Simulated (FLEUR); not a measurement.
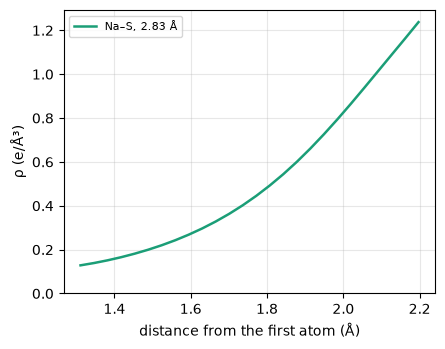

Na2S. Total electron density along straight lines between neighbouring atoms. The curves leave out the atomic cores.

Space group Fm-3m.

These are results of Kohn-Sham DFT of a periodic cell, PBEsol, all-electron in FLEUR MaX-R8.1 (later development tree), not measurements.

```
S Na
1.0
     6.54700    0.00000    0.00000
     0.00000    6.54700    0.00000
     0.00000    0.00000    6.54700
S Na
4 8
Direct
  0.00000 0.00000 0.00000
  0.50000 0.50000 0.00000
  0.50000 0.00000 0.50000
  0.00000 0.50000 0.50000
  0.75000 0.25000 0.25000
  0.25000 0.75000 0.25000
  0.25000 0.25000 0.75000
  0.75000 0.75000 0.75000
  0.25000 0.25000 0.25000
  0.75000 0.75000 0.25000
  0.75000 0.25000 0.75000
  0.25000 0.75000 0.75000
```

Question: What can be read from the curves?

Answer: Na–S (2.83 Å): the density is about 0.17 e/Å³ at the midpoint.
